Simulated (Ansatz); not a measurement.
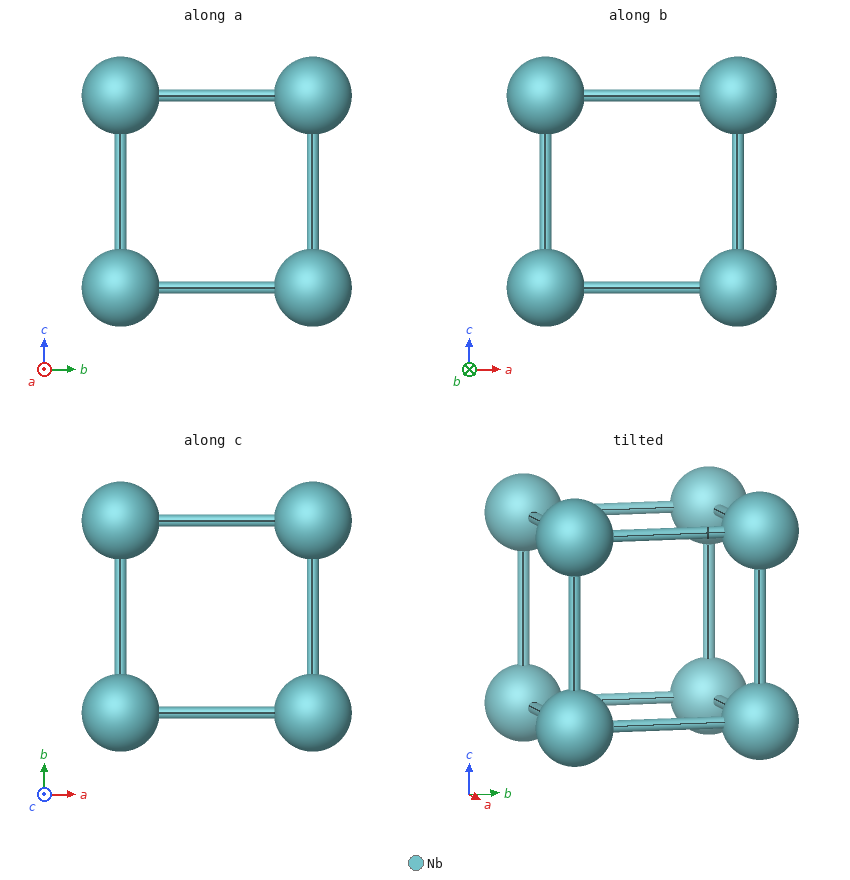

Structure drawing (ball-and-stick), viewed along the a axis, along the b axis, along the c axis and slightly off an axis. The conventional unit cell is outlined; an atom on or near a face, edge or corner is repeated at each equivalent position.

Lattice parameters: a = 2.708 Å, b = 2.708 Å, c = 2.708 Å, α = 90.00°, β = 90.00°, γ = 90.00°.

Reconstruct the structure as a table of Wyckoff sites.

Space group Pm-3m (No. 221).
| atom | site | x | y | z |
| --- | --- | --- | --- | --- |
| Nb | 1a | 0.0000 | 0.0000 | 0.0000 |

It goes back to a structure type filled with this element by a generator (whether the element takes this form wasn't checked). A relaxation with DFT, r2SCAN, plane waves (500 eV) with PAW, scalar-relativistic in Ansatz gave the geometry drawn.
